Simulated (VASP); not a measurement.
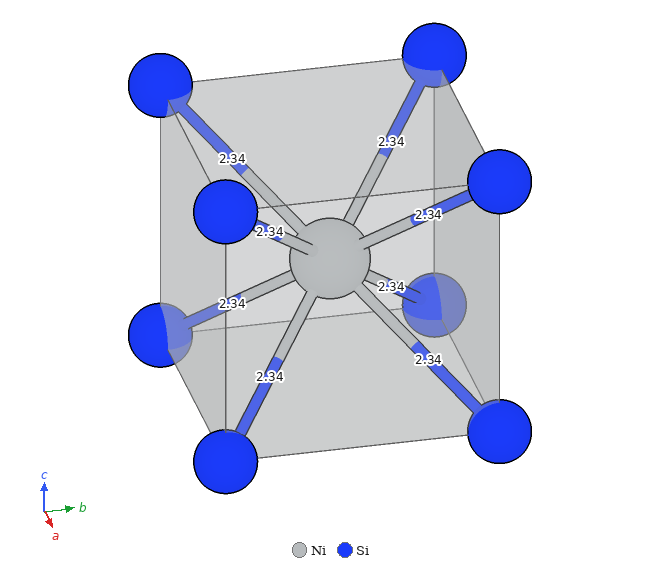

The NiSi8 unit about Ni in Si2Ni. Origin: an entry of the Crystallography Open Database, as set up for an electronic-structure calculation.

Si2Ni, space group Fm-3m (No. 225), a = 5.406 Å, b = 5.406 Å, c = 5.406 Å, α = 90.00°, β = 90.00°, γ = 90.00°

```csv
site,Wyckoff,x,y,z
Ni,4a,0.0000,0.0000,0.0000
Si,8c,0.2500,0.2500,0.7500
```

> Give the distortion indices.

It is closest to the cube.

```csv
measure,value
mean bond length,2.341 Å
bond-length distortion index (Baur),0.000
effective coordination number (Hoppe),8.00
shape measure against the cube,0.00
shape measure against the hexagonal bipyramid,8.39
centre off the ligands' centroid by,0.00 Å
polyhedral volume,19.75 Å³
```
